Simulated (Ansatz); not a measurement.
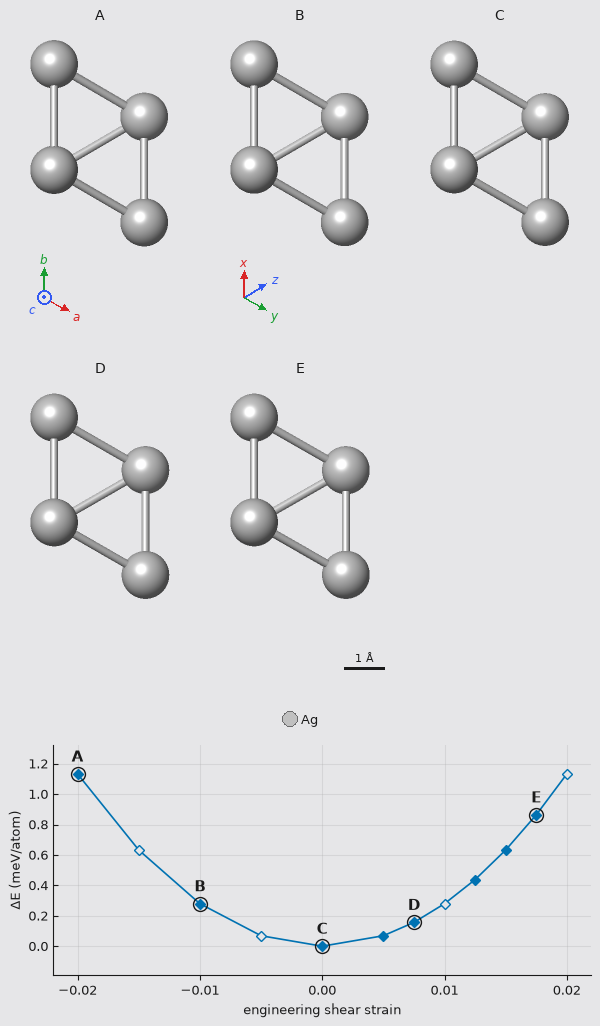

Energy scan for a crystal of Ag (Im-3m), in which the cell is strained in shear in the yz plane, with the atoms kept at their fractional coordinates. x, y and z are the Cartesian axes of the input. The lettered frames are marked on the plot. Hollow markers are points alike by symmetry, not computed again. Style: ball-and-stick. Shown: the cell of the calculation, along the c axis.

All numbers below come from Ansatz, DFT PBEsol, scalar-relativistic, plane waves, PAW. Settings: plane-wave cutoff 420 eV; k-point mesh 26 × 26 × 26; occupations gaussian; smearing width 0.15 eV; no spin polarisation. Energies (free energies at the smearing named) are counted from the relaxed crystal.

> Describe the profile.

The lowest computed point lies at the strain 0.00 (0.00 meV/atom). The curvature at zero strain, (1/V) d²E/dε², is about 53 GPa; it is C₄₄ with clamped ions. The distortion takes the space group from Im-3m to Fmmm. At the strain −0.02 the cell of the drawing goes a 2.793 → 2.774 Å, b 2.793 → 2.812 Å, c 2.793 → 2.812 Å, α 109.5° → 110.0°.
